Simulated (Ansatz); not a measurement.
System: Ir, space group Fd-3m (No. 227) (one of a set of cubic test structures, which need not be the stable phase).

Computed with Ansatz 0.2.0 development build: equation of state of a cubic crystal from periodic Kohn-Sham density functional theory without spin, third-order Birch-Murnaghan fit to the free energies; pressure corrected for the finite basis. Level: PBE.

```json
{"setting": "structure type", "value": "diamond"}
{"setting": "atoms in cell", "value": "2"}
{"setting": "space group number", "value": "227"}
{"setting": "lattice centring", "value": "face-centred primitive"}
{"setting": "k mesh", "value": "17×17×17"}
{"setting": "occupation method", "value": "Fermi–Dirac"}
{"setting": "occupation width", "value": "0.06123 eV"}
{"setting": "wave cutoff", "value": "700 eV"}
{"setting": "datasets", "value": "hard PAW"}
{"setting": "density tolerance", "value": "1e-09 eV"}
{"setting": "bands", "value": "38"}
{"setting": "density cutoff ratio", "value": "4"}
{"setting": "search for lower states", "value": "default"}
```

Describe the result: the energy above the lowest point and pressure against volume. The volume takes the values 20.32, 20.75, 21.18, 21.61, 22.05, 22.48, 22.91 Å³/atom.

A third-order Birch–Murnaghan fit gives V0 = 21.58 Å³/atom, B0 = 184 GPa and B′ = 5.0. The energy above the lowest point is 48.4 meV/atom at volume 20.32 Å³/atom and 41.5 meV/atom at 22.91 Å³/atom; the lowest computed point is at volume 21.61 Å³/atom (0.0 meV/atom). The pressure falls from 13.0 GPa at volume 20.32 Å³/atom to −9.4 GPa at 22.91 Å³/atom, and changes sign near 21.59 Å³/atom.

```
volume (Å³/atom)  energy above the lowest point (meV/atom)  pressure (GPa)
           20.32                                      48.4            13.0
           20.75                                      20.1             8.0
           21.18                                       4.5             3.6
           21.61                                       0.0            -0.2
           22.05                                       5.4            -3.7
           22.48                                      19.6            -6.7
           22.91                                      41.5            -9.4
```

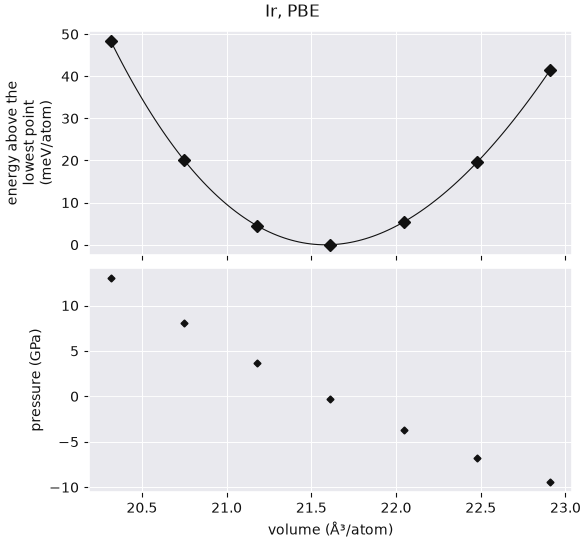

Note: cubic model structure, not the ambient form.
